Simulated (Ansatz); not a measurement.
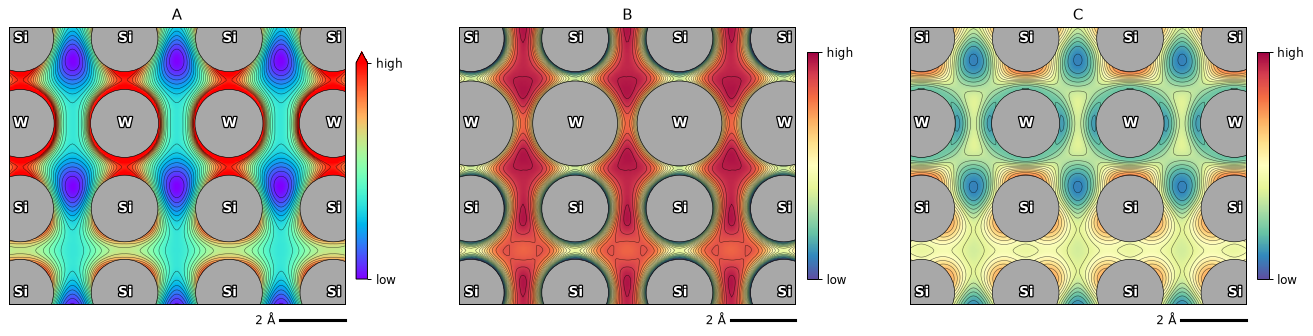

Si$_{2}$W: 3 fields on the (010) plane of the conventional cell, with unlabelled colour scales. Grey discs cover the atomic cores.

Space group I4/mmm.

Method: Ansatz, DFT PBE, scalar-relativistic, plane waves, PAW.

**The panels show electron localisation function, electrostatic potential energy of an electron and valence pseudo-density in some order. Assign them.**

Panel A: valence pseudo-density. Panel B: electrostatic potential energy of an electron (low next to the atoms, rising into the space between them). Panel C: electron localisation function. From the grid: Si–W (2.63 Å): ρ is about 0.41 e/Å³ halfway; the ELF peaks at about 0.80 in the valence shell of Si, 0.9 Å from its nucleus, and is about 0.45 at the midpoint.
